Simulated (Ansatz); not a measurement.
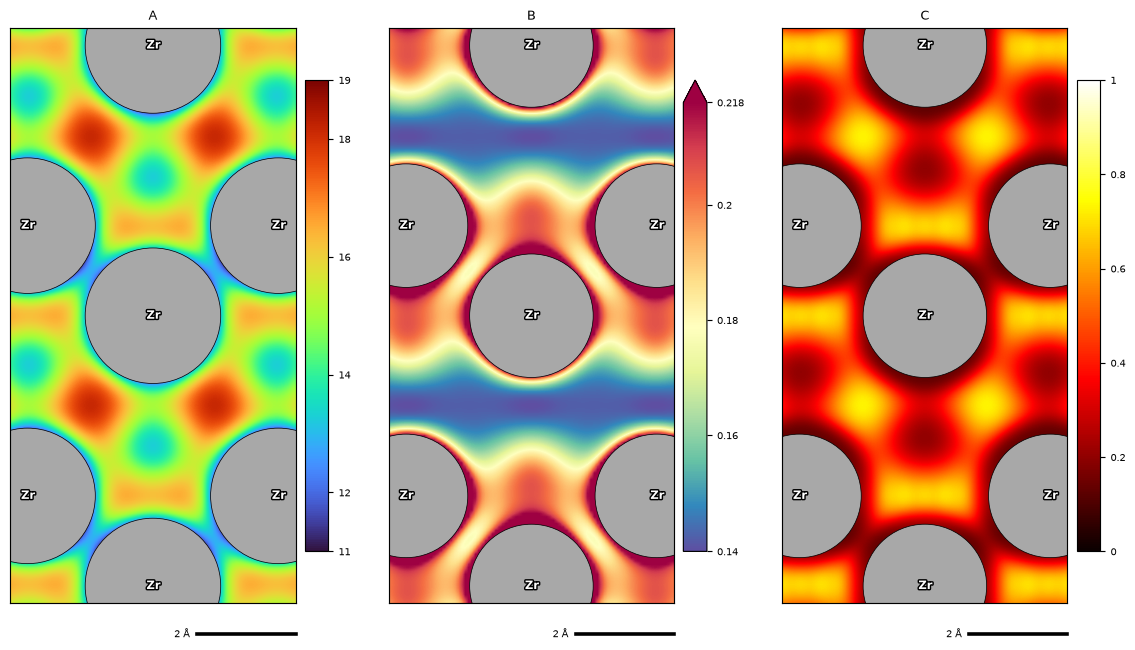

Zr: 3 fields on the (110) plane of the conventional cell, with unlabelled colour scales. Grey discs cover the atomic cores.

Space group P6₃/mmc; a generated structure, not necessarily the stable one.

Computed with DFT PBEsol, scalar-relativistic, plane waves, PAW in Ansatz.

> Match the panels to the quantities (electron localisation function, electrostatic potential energy of an electron and valence pseudo-density).

Panel A: electrostatic potential energy of an electron (low next to the atoms, rising into the space between them). Panel B: valence pseudo-density. Panel C: electron localisation function. From the grid: Zr–Zr (3.15 Å): the density is about 0.18 e/Å³ at the midpoint; the ELF is about 0.20 at the midpoint: no localised pair shows between them.
